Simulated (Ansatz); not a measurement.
**Geometry relaxation, with input and output: MoS2 (part 1 of 2)**

MoS2 (P6₃/mmc, 6 atoms in the cell), computed with DFT PBE, scalar-relativistic, plane waves, PAW, no spin polarisation (Ansatz 0.2.0).

The structure derives from a Materials Project entry. It belongs to a series of runs on one base structure; here: biaxial strain in the a-b plane, c and atoms relaxed: -4.0 %.

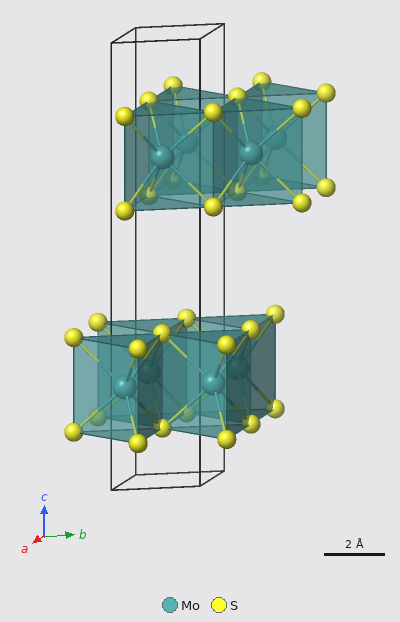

The starting structure (polyhedral view of the cell of the calculation, repeated 2 × 2 × 1, seen slightly off an axis; polyhedra are completed across the faces of the cell).

## The input
```yaml
crystal:
  lattice:
    - [3.0576660174, 0.0, 0.0]
    - [-1.5288330087, 2.6480164474, 0.0]
    - [0.0, 0.0, 15.1633967592]
  atoms:
    - { symbol: Mo, position: [0.6666666667, 0.3333333333, 0.25] }
    - { symbol: Mo, position: [0.3333333333, 0.6666666667, 0.75] }
    - { symbol: S, position: [0.6666666667, 0.3333333333, 0.6442920188] }
    - { symbol: S, position: [0.3333333333, 0.6666666667, 0.3557079812] }
    - { symbol: S, position: [0.6666666667, 0.3333333333, 0.8557079812] }
    - { symbol: S, position: [0.3333333333, 0.6666666667, 0.1442920188] }
basis:
  ecutwfc: 420
kpoints:
  mp_grid: { grid: [12, 12, 2] }
hamiltonian:
  xc: pbe
scf:
  occupations: { method: gaussian, width: 0.02 }
output:
  forces: true
  stress: true
  eigenvalues: true
  write_density: true
  write_potential: true
  elf: true
  volumetric_format: npy
relax:
  adjacent_minimum: "off"
  f_tol: 0.008
  max_steps: 40
  cell: { stress_tol: 0.015, fix: [a, b, gamma] }
```

Machine: 1 thread of Intel Xeon @ 2.50GHz (Skylake/Cascade Lake), 192 GiB of memory available, shared host.

Launched with:
```bash
ansatz run input.yaml --threads 1 --pin off --max-ram 2560MiB --backend cpu --events-out ev --progress --plain --runs-dir out
```

## What the program printed
```
Engine: ansatz 0.2.0, x86_64-unknown-linux-gnu
Pseudopotentials: kind: paw
Pseudopotential: Mo, paw, valence charge 14, recommended cutoff 420 eV (normal), Mo.paw.azcp
Pseudopotential: S, paw, valence charge 6, recommended cutoff 420 eV (normal), S.paw.azcp
Functional definition: PBE
  parameter kappa = 0.804
  parameter beta = 0.06672455060314922
  exchange = pbe_x(kappa = kappa, mu = beta*pi^2/3)
  correlation = pbe_c(beta = beta)
Crystal: 6 atoms, lattice volume = 122.774 Å³
Basis set: ecut = 420 eV, 2379 PW (Γ), exchange–correlation on 48×48×216 points (8 copies of the dense FFT grid, shifted against one another)
Bands: 32, of which v1, the nominal top of the filled ones, is band 26 counted from 1 (25 counted from 0)
Symmetry: 24 space group operations
Space group: P63/mmc (ITA 194), of the structure as read, at distance tolerance 5.0e-5 Å
k-points: 38 of 288
Non-local potential: Mo, projectors of the file, l = 0: 3, l = 1: 2, l = 2: 2, l = 3: 1
Non-local potential: S, projectors of the file, l = 0: 2, l = 1: 2, l = 2: 2
PAW form: soft (Blöchl's): semilocal exchange-correlation on the pseudo side does not see the compensation charge
PAW one-centre angular grid: Mo, 590 points (default); XC on 64 Gauss nodes
PAW one-centre angular grid: S, 110 points (default); XC on 64 Gauss nodes
Initial density: superposition of atomic densities (neutral atoms: chi_scale 0, normalization atom), corrected by the library's trained network
Initial wavefunctions: pseudopotential atomic-orbital guess
Functional: x = pbe(κ = 0.804, μ = 0.2195149727645171), c = pbe(β = 0.06672455060314922)
SCF iter   1: F=—  HF=-13525.316187 eV  |F-HF|=—  |Δ(HF+E_count)|=         —  Δρ=5.71e-3  dr2=1.74e-2  ethr=1.77e-3  ⟨swp⟩=9.1  Hψ=6356  notcnv=0
preconditioner: auto → none  [insulator: Δε(μ)=1.604 eV  Ē_g=7.967 eV  σ=0.020 eV  W_gap=1.00  n_scr=10 (ndim 8)  ℏωp=20.1 eV  f_vac=0.189  D(μ)=0.00/eV (n_scr^D=0)  ε∞_Penn≈7.4]
SCF iter   2: F=—  HF=-13525.327023 eV  |F-HF|=—  |Δ(HF+E_count)|=   1.08e-2  Δρ=3.56e-3  dr2=2.44e-2  ethr=3.34e-5  ⟨swp⟩=3.1  Hψ=2461  notcnv=0  defer=63
SCF iter   3: F=—  HF=-13525.331597 eV  |F-HF|=—  |Δ(HF+E_count)|=   4.57e-3  Δρ=3.52e-3  dr2=3.76e-2  ethr=3.34e-5  ⟨swp⟩=3.2  Hψ=2051  notcnv=0  defer=63
SCF iter   4: F=—  HF=-13525.327976 eV  |F-HF|=—  |Δ(HF+E_count)|=   3.62e-3  Δρ=1.37e-3  dr2=5.76e-4  ethr=3.34e-5  ⟨swp⟩=2.2  Hψ=1770  notcnv=0  defer=63
SCF iter   5: F=—  HF=-13525.329151 eV  |F-HF|=—  |Δ(HF+E_count)|=   1.17e-3  Δρ=1.59e-4  dr2=1.74e-5  ethr=1.11e-6  ⟨swp⟩=2.0  Hψ=1918  notcnv=0  defer=63
SCF iter   6: F=—  HF=-13525.329039 eV  |F-HF|=—  |Δ(HF+E_count)|=   1.12e-4  Δρ=2.56e-5  dr2=1.36e-6  ethr=3.35e-8  ⟨swp⟩=2.1  Hψ=2068  notcnv=0  defer=63
SCF iter   7: F=-13525.329038 eV  HF=-13525.329038 eV  |F-HF|=5.82e-10  |Δ(HF+E_count)|=   8.12e-8  Δρ=7.74e-6  dr2=6.34e-8  ethr=1.92e-10  ⟨swp⟩=13.1  Hψ=10342  notcnv=0
SCF 1 converged in 7 iterations: F = -13525.329038 eV  dr2 = 6.34e-8
  greatest PAW one-centre occupation: 0.998 electrons in one spin orbital (limit 2), on the Mo atom at site 1 (counted from 0), in its partial waves of l = 0
relax step   1: F+E_penalty+E_count = -13525.32903842 eV  Δ(F+E_penalty+E_count) = +0.000e0 eV  max|allowed force component| = 8.865e-2 eV/Å  Δτ_max = 0.0000 Å  P = +7.197 GPa  Ω = 122.774 Å³  fix = [a, b, gamma]  reactions: a +10.424, b +10.424 GPa  (7 SCF iters, dr2 threshold 1.00e-7 eV, accepted)
Crystal: 6 atoms, lattice volume = 122.804 Å³
Initial density: handed on by an earlier stage of this run
Initial wavefunctions: those handed on with the density
iter 1 solved again at ethr=3.82e-7 eV; its pass at ethr=3.10e-3 eV (dr2=1.99e-4 eV) is discarded
SCF iter   1: F=—  HF=-13525.329962 eV  |F-HF|=—  |Δ(HF+E_count)|=         —  Δρ=3.99e-4  dr2=2.04e-4  ethr=3.82e-7  ⟨swp⟩=3.3  Hψ=6480  notcnv=0
preconditioner: auto → none  [insulator: Δε(μ)=1.560 eV  Ē_g=7.951 eV  σ=0.020 eV  W_gap=1.00  n_scr=10 (ndim 8)  ℏωp=20.1 eV  f_vac=0.185  D(μ)=0.00/eV (n_scr^D=0)  ε∞_Penn≈7.4]
SCF iter   2: F=—  HF=-13525.329847 eV  |F-HF|=—  |Δ(HF+E_count)|=   1.14e-4  Δρ=3.56e-4  dr2=4.67e-4  ethr=3.82e-7  ⟨swp⟩=2.7  Hψ=2269  notcnv=0
SCF iter   3: F=—  HF=-13525.329814 eV  |F-HF|=—  |Δ(HF+E_count)|=   3.33e-5  Δρ=2.53e-4  dr2=2.33e-4  ethr=3.82e-7  ⟨swp⟩=2.3  Hψ=1894  notcnv=0
SCF iter   4: F=—  HF=-13525.329789 eV  |F-HF|=—  |Δ(HF+E_count)|=   2.49e-5  Δρ=1.19e-4  dr2=4.19e-5  ethr=3.82e-7  ⟨swp⟩=1.4  Hψ=1244  notcnv=0
SCF iter   5: F=—  HF=-13525.329784 eV  |F-HF|=—  |Δ(HF+E_count)|=   4.92e-6  Δρ=2.87e-5  dr2=2.13e-6  ethr=8.06e-8  ⟨swp⟩=1.9  Hψ=1340  notcnv=0
SCF iter   6: F=-13525.329784 eV  HF=-13525.329784 eV  |F-HF|=4.54e-9  |Δ(HF+E_count)|=   1.46e-7  Δρ=3.25e-6  dr2=9.63e-9  ethr=1.15e-9  ⟨swp⟩=9.3  Hψ=9881  notcnv=0
SCF 2 converged in 6 iterations: F = -13525.329784 eV  dr2 = 9.63e-9
relax step   2: F+E_penalty+E_count = -13525.32978407 eV  Δ(F+E_penalty+E_count) = -7.456e-4 eV  max|allowed force component| = 2.541e-2 eV/Å  Δτ_max = 0.0055 Å  P = +6.651 GPa  Ω = 122.804 Å³  energy of the carried Pulay correction = -3.142e-6 eV  fix = [a, b, gamma]  reactions: a +10.081, b +10.081 GPa  (6 SCF iters, dr2 threshold 6.00e-7 eV, accepted)
Crystal: 6 atoms, lattice volume = 122.812 Å³
iter 1 solved again at ethr=2.33e-8 eV; its pass at ethr=3.10e-3 eV (dr2=1.21e-5 eV) is discarded
SCF iter   1: F=—  HF=-13525.329982 eV  |F-HF|=—  |Δ(HF+E_count)|=         —  Δρ=9.83e-5  dr2=1.21e-5  ethr=2.33e-8  ⟨swp⟩=3.0  Hψ=6291  notcnv=0
preconditioner: auto → none  [insulator: Δε(μ)=1.566 eV  Ē_g=7.954 eV  σ=0.020 eV  W_gap=1.00  n_scr=10 (ndim 8)  ℏωp=20.1 eV  f_vac=0.186  D(μ)=0.00/eV (n_scr^D=0)  ε∞_Penn≈7.4]
SCF iter   2: F=—  HF=-13525.329855 eV  |F-HF|=—  |Δ(HF+E_count)|=   1.27e-4  Δρ=8.44e-5  dr2=2.54e-5  ethr=2.33e-8  ⟨swp⟩=2.7  Hψ=2216  notcnv=0
SCF iter   3: F=—  HF=-13525.329853 eV  |F-HF|=—  |Δ(HF+E_count)|=   1.58e-6  Δρ=6.28e-5  dr2=1.46e-5  ethr=2.33e-8  ⟨swp⟩=2.3  Hψ=1871  notcnv=0
SCF iter   4: F=—  HF=-13525.329852 eV  |F-HF|=—  |Δ(HF+E_count)|=   1.58e-6  Δρ=2.94e-5  dr2=2.54e-6  ethr=2.33e-8  ⟨swp⟩=1.4  Hψ=1247  notcnv=0
SCF iter   5: F=—  HF=-13525.329851 eV  |F-HF|=—  |Δ(HF+E_count)|=   3.01e-7  Δρ=7.32e-6  dr2=1.36e-7  ethr=4.89e-9  ⟨swp⟩=1.9  Hψ=1317  notcnv=0
SCF iter   6: F=-13525.329851 eV  HF=-13525.329851 eV  |F-HF|=3.38e-10  |Δ(HF+E_count)|=   1.03e-8  Δρ=8.03e-7  dr2=6.42e-10  ethr=2.09e-10  ⟨swp⟩=9.3  Hψ=8124  notcnv=0
SCF 3 converged in 6 iterations: F = -13525.329851 eV  dr2 = 6.42e-10
relax step   3: F+E_penalty+E_count = -13525.32985129 eV  Δ(F+E_penalty+E_count) = -6.723e-5 eV  max|allowed force component| = 1.889e-4 eV/Å  Δτ_max = 0.0014 Å  P = +6.771 GPa  Ω = 122.812 Å³  energy of the carried Pulay correction = -3.887e-6 eV  fix = [a, b, gamma]  reactions: a +10.156, b +10.156 GPa  (6 SCF iters, dr2 threshold 1.09e-7 eV, accepted)
Initial wavefunctions: pseudopotential atomic-orbital guess (no wavefunctions were taken with the density)
iter 1 solved again at ethr=2.86e-7 eV; its pass at ethr=3.10e-3 eV (dr2=1.49e-4 eV) is discarded
SCF iter   1: F=—  HF=-13525.329984 eV  |F-HF|=—  |Δ(HF+E_count)|=         —  Δρ=1.73e-6  dr2=1.62e-9  ethr=2.86e-7  ⟨swp⟩=3.8  Hψ=9881  notcnv=0
eigensolver tolerance schedule: the retry pair's looser diagonalisation over-reported the residual by 92118.97 of it (diagonalisation noise at an unbounded share of the residual, at the tolerance the schedule requests for it); recorded, not acted on — ethr = c·dr2/N_el stays at c = 1.0e-1
SCF iter   2: F=—  HF=-13525.329855 eV  |F-HF|=—  |Δ(HF+E_count)|=   1.29e-4  Δρ=7.04e-7  dr2=4.43e-10  ethr=3.11e-12  ⟨swp⟩=4.2  Hψ=3966  notcnv=0
SCF iter   3: F=—  HF=-13525.329855 eV  |F-HF|=—  |Δ(HF+E_count)|=  3.64e-12  Δρ=5.01e-7  dr2=3.79e-10  ethr=1.00e-12  ⟨swp⟩=2.0  Hψ=1608  notcnv=0
SCF iter   4: F=—  HF=-13525.329855 eV  |F-HF|=—  |Δ(HF+E_count)|=  3.82e-11  Δρ=3.62e-7  dr2=7.81e-11  ethr=1.00e-12  ⟨swp⟩=2.2  Hψ=1481  notcnv=0
SCF iter   5: F=—  HF=-13525.329855 eV  |F-HF|=—  |Δ(HF+E_count)|=  1.64e-11  Δρ=7.50e-8  dr2=6.19e-12  ethr=1.00e-12  ⟨swp⟩=6.2  Hψ=6367  notcnv=0
SCF iter   6: F=-13525.329855 eV  HF=-13525.329855 eV  |F-HF|=1.82e-12  |Δ(HF+E_count)|=  1.82e-12  Δρ=3.32e-8  dr2=7.09e-13  ethr=1.00e-12  ⟨swp⟩=5.3  Hψ=4958  notcnv=0
SCF 4 converged in 6 iterations: F = -13525.329855 eV  dr2 = 7.09e-13
relax step   4: F+E_penalty+E_count = -13525.32985504 eV  Δ(F+E_penalty+E_count) = -3.742e-6 eV  max|allowed force component| = 1.884e-4 eV/Å  Δτ_max = 0.0000 Å  P = +6.771 GPa  Ω = 122.812 Å³  fix = [a, b, gamma]  reactions: a +10.155, b +10.155 GPa  stress off target by 3.20e-3 GPa on what of the cell is left free  SCF on the basis re-selected at this cell (its energy is not comparable with the rows above)  (6 SCF iters)
```

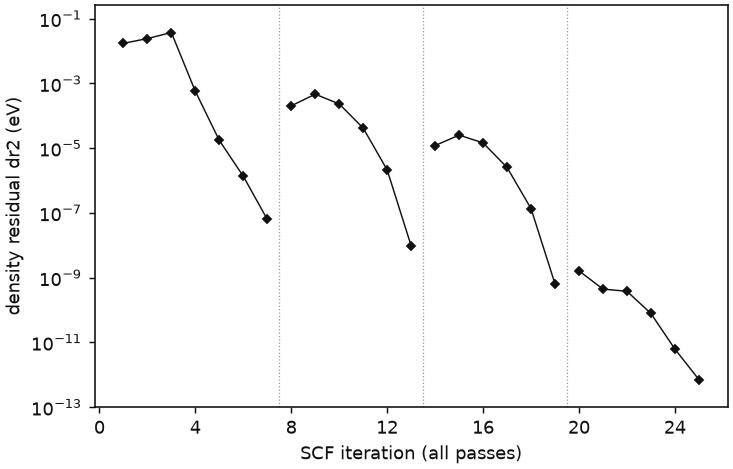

Convergence of the self-consistent field: density residual dr2 against the SCF iteration. The dotted lines part the SCF passes of the relaxation: geometry steps, rejected trials and re-solves on a re-selected basis. The passes take 7, 6, 6 and 6 iterations.

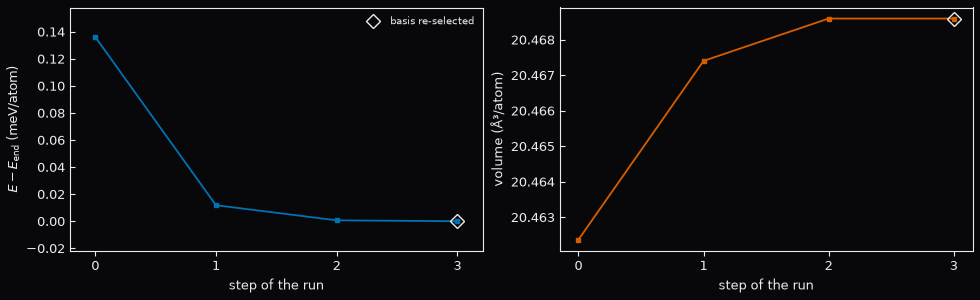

Progress of the relaxation, step by step (the first geometry is step 0 here and step 1 in the log). The largest moves relative to the cell, 0.004 Å, are those of S3, S4, S5 and S6. Mo stays in place. The space group stays P6_3/mmc (No. 194). The energy falls by 0.1 meV per atom in 2 geometry steps. The largest force component goes from 0.089 to 0.00019 eV/Å. The pressure goes from 7.20 to 6.77 GPa. A last SCF at the same geometry on a re-selected plane-wave basis shifts the energy by next to nothing (0.0 meV per atom). (Atoms are counted from 1 in the order of the input.)
